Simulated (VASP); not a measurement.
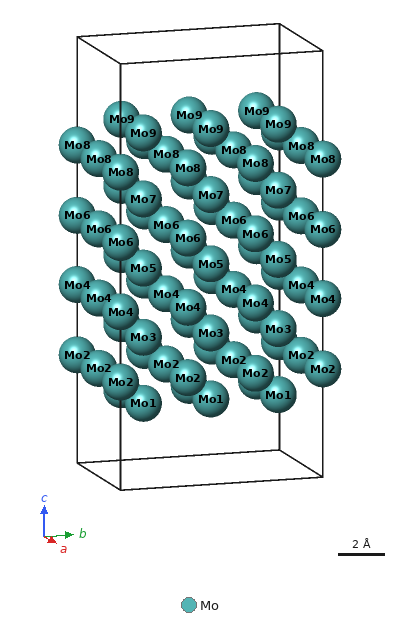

The structure as given in the input (spheres-only view of the 2 × 3 repeat of the cell, with the vacuum cut short, seen slightly off an axis; atoms are numbered from 1 in the order of the input). An atom can appear more than once, as a periodic image.

## Two runs on Mo

System: Mo (slab, 9 atoms in the cell).
Method of run A: Kohn-Sham DFT of a periodic cell, LDA, VASP PAW LDA potentials, recommended, no spin polarisation (VASP 6.6.1).

The structure derives from an entry of the Crystallography Open Database. 

INCAR, run A:
```
SYSTEM = Mo
  PREC = Accurate
  ENCUT = 520
  EDIFF = 1E-7
  ISMEAR = 1
  SIGMA = 0.1
  LREAL = .False.
  LASPH = .True.
  NELM = 80
  ALGO = Fast
  ISIF = 2
  LWAVE = .False.
  LCHARG = .False.
  LDIPOL = .True.
  IDIPOL = 3
  DIPOL = 0.5 0.5 0.500
  NBANDS = 73
  LVHAR = .True.
  LVACPOTAV = .True.
  ICORELEVEL = 1
  KPAR = 4
```

KPOINTS, run A:
```
Automatic mesh
0
Gamma
  12 12 1
  0 0 0
```

POSCAR, run A:
```
Mo                                      
1.0
    3.1151980000      0.0000000000      0.0000000000
    0.0000000000      3.1151980000      0.0000000000
    0.0000000000      0.0000000000     27.4607920000
  Mo            
     9
Direct
     0.5000000000000000    0.5000000000000000    0.2789138667895829
     0.0000000000000000    0.0000000000000000    0.3284664926763101
     0.5000000000000000    0.5000000000000000    0.3868756957118703
     1.0000000000000000    0.0000000000000000    0.4434258167655624
     0.5000000000000000    0.5000000000000000    0.5000000000000000
     0.0000000000000000    0.0000000000000000    0.5565741832344377
     0.5000000000000000    0.5000000000000000    0.6131243042881295
     0.0000000000000000    0.0000000000000000    0.6715335073236899
     0.5000000000000000    0.5000000000000000    0.7210861332104173
```

Command:
```bash
cat potpaw_LDA.64/Mo_sv/POTCAR > POTCAR
mpirun -np 4 vasp_std > vasp.out
```

Hardware: 4 threads of Intel Xeon (Granite Rapids), 64 GiB of memory available, shared host.

OSZICAR and lines of OUTCAR (run A):
```
N       E                     dE             d eps       ncg     rms          rms(c)
DAV:   1     0.174981603503E+04    0.17498E+04   -0.79921E+04  4712   0.168E+03
DAV:   2    -0.365069815772E+02   -0.17863E+04   -0.17488E+04  4374   0.550E+02
DAV:   3    -0.110300328960E+03   -0.73793E+02   -0.71177E+02  5551   0.101E+02
DAV:   4    -0.112757119457E+03   -0.24568E+01   -0.23483E+01  5232   0.140E+01
DAV:   5    -0.112856495997E+03   -0.99377E-01   -0.97037E-01  5432   0.233E+00    0.480E+01
RMM:   6    -0.117789664284E+03   -0.49332E+01   -0.80670E+01  5592   0.209E+01    0.204E+01
RMM:   7    -0.182032622703E+03   -0.64243E+02   -0.19532E+02  5799   0.279E+01    0.338E+01
[...]
RMM:  26    -0.104727412788E+03   -0.17225E-04   -0.51073E-05  3683   0.252E-03    0.199E-03
RMM:  27    -0.104727423535E+03   -0.10747E-04   -0.23783E-05  3937   0.248E-03    0.163E-03
RMM:  28    -0.104727426955E+03   -0.34201E-05   -0.16889E-05  2964   0.133E-03    0.105E-03
RMM:  29    -0.104727428306E+03   -0.13511E-05   -0.83940E-06  3170   0.122E-03    0.377E-04
RMM:  30    -0.104727428853E+03   -0.54694E-06   -0.54529E-06  2090   0.759E-04    0.175E-04
RMM:  31    -0.104727429120E+03   -0.26681E-06   -0.29526E-06  2034   0.614E-04    0.174E-04
RMM:  32    -0.104727429272E+03   -0.15182E-06   -0.18891E-06  1861   0.509E-04    0.898E-05
RMM:  33    -0.104727429417E+03   -0.14520E-06   -0.10784E-06  1623   0.421E-04    0.597E-05
RMM:  34    -0.104727429510E+03   -0.92670E-07   -0.71962E-07  1576   0.383E-04
   1 F= -.10472743E+03 E0= -.10472908E+03  d E =0.496640E-02
[... from OUTCAR:]
  free energy    TOTEN  =      -104.72742951 eV
  energy without entropy =     -104.73239591  energy(sigma->0) =     -104.72908498
 E-fermi :   4.5956     XC(G=0):  -7.8754     alpha+bet :-10.5184
  free  energy   TOTEN  =      -104.7274295099 eV
  energy  without entropy=     -104.7323959100  energy(sigma->0) =     -104.72908498
```

The input of run B differs as follows (lines with − go, lines with + come):
```diff
-Mo                                      
+Mo
-  Mo            
-     9
+Mo
+9
-     0.5000000000000000    0.5000000000000000    0.2789138667895829
-     0.0000000000000000    0.0000000000000000    0.3284664926763101
-     0.5000000000000000    0.5000000000000000    0.3868756957118703
-     1.0000000000000000    0.0000000000000000    0.4434258167655624
-     0.5000000000000000    0.5000000000000000    0.5000000000000000
-     0.0000000000000000    0.0000000000000000    0.5565741832344377
-     0.5000000000000000    0.5000000000000000    0.6131243042881295
-     0.0000000000000000    0.0000000000000000    0.6715335073236899
-     0.5000000000000000    0.5000000000000000    0.7210861332104173
+    0.5000000000      0.5000000000      0.2731166700
+    0.0000000000      0.0000000000      0.3298375000
+    0.5000000000      0.5000000000      0.3865583300
+    0.0000000000      0.0000000000      0.4432791700
+    0.5000000000      0.5000000000      0.5000000000
+    0.0000000000      0.0000000000      0.5567208300
+    0.5000000000      0.5000000000      0.6134416700
+    0.0000000000      0.0000000000      0.6701625000
+    0.5000000000      0.5000000000      0.7268833300
```

What does this change do to the results?

With the same functional and potentials, run B lies 34.2 meV per atom higher. The largest force goes from 0.005 to 1.524 eV/Å. The SCF takes 35 iterations against 34.

OSZICAR and lines of OUTCAR (run B):
```
N       E                     dE             d eps       ncg     rms          rms(c)
DAV:   1     0.174113487651E+04    0.17411E+04   -0.79735E+04  4696   0.168E+03
DAV:   2    -0.375764095517E+02   -0.17787E+04   -0.17426E+04  4381   0.550E+02
DAV:   3    -0.110597556925E+03   -0.73021E+02   -0.70538E+02  5527   0.100E+02
DAV:   4    -0.113186154132E+03   -0.25886E+01   -0.24746E+01  5352   0.141E+01
DAV:   5    -0.113295882601E+03   -0.10973E+00   -0.10623E+00  5440   0.233E+00    0.462E+01
RMM:   6    -0.135948453819E+03   -0.22653E+02   -0.17476E+02  5837   0.261E+01    0.247E+01
RMM:   7    -0.169046097551E+03   -0.33098E+02   -0.16498E+02  5661   0.272E+01    0.348E+01
[...]
RMM:  27    -0.104419980738E+03   -0.18863E-04   -0.41896E-05  4087   0.291E-03    0.194E-03
RMM:  28    -0.104419990297E+03   -0.95588E-05   -0.34174E-05  3765   0.231E-03    0.246E-03
RMM:  29    -0.104419993330E+03   -0.30334E-05   -0.15051E-05  3384   0.168E-03    0.148E-03
RMM:  30    -0.104419995208E+03   -0.18771E-05   -0.11995E-05  3012   0.110E-03    0.800E-04
RMM:  31    -0.104419996138E+03   -0.93021E-06   -0.56038E-06  2873   0.108E-03    0.368E-04
RMM:  32    -0.104419996573E+03   -0.43568E-06   -0.44752E-06  2153   0.661E-04    0.196E-04
RMM:  33    -0.104419996769E+03   -0.19591E-06   -0.20376E-06  1779   0.507E-04    0.134E-04
RMM:  34    -0.104419996942E+03   -0.17270E-06   -0.17251E-06  1821   0.453E-04    0.132E-04
RMM:  35    -0.104419997031E+03   -0.88701E-07   -0.77127E-07  1554   0.389E-04
   1 F= -.10442000E+03 E0= -.10441985E+03  d E =-.441306E-03
[... from OUTCAR:]
  free energy    TOTEN  =      -104.41999703 eV
  energy without entropy =     -104.41955572  energy(sigma->0) =     -104.41984993
 E-fermi :   4.5989     XC(G=0):  -7.9734     alpha+bet :-10.5184
  free  energy   TOTEN  =      -104.4199970307 eV
  energy  without entropy=     -104.4195557247  energy(sigma->0) =     -104.41984993
```

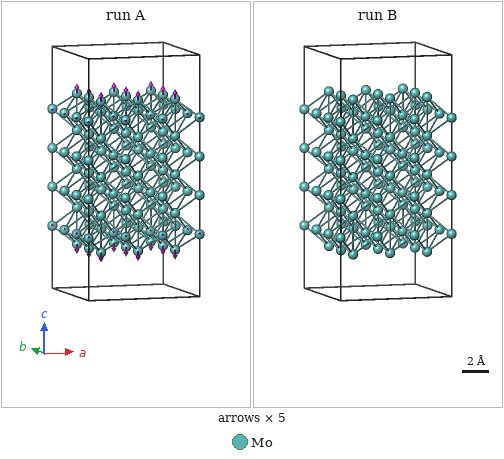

The two input geometries at one scale (ball-and-stick view of the 3 × 3 repeat of the cell, with the vacuum cut short, seen slightly off an axis). The pink arrows on the first give the shifts of the atoms relative to the cell, magnified 5 times. The largest moves, 0.16 Å, are those of Mo atoms. The cell doesn't change. Among the contacts that change: Mo–Mo 2.965 → 3.115 Å, Mo–Mo 2.589 → 2.698 Å, Mo–Mo 2.725 → 2.698 Å.

The two runs side by side:

| quantity | run A | run B |
| --- | --- | --- |
| outcome | converged | converged |
| free energy per atom (eV) | −11.6364 | −11.6022 |
| gap on the mesh (eV) | 0.00 | 0.00 |
| largest force (eV/Å) | 0.005 | 1.524 |
| SCF iterations | 34 | 35 |
| irreducible k-points | 28 | 28 |
| plane waves at Γ | 7272 | 7272 |
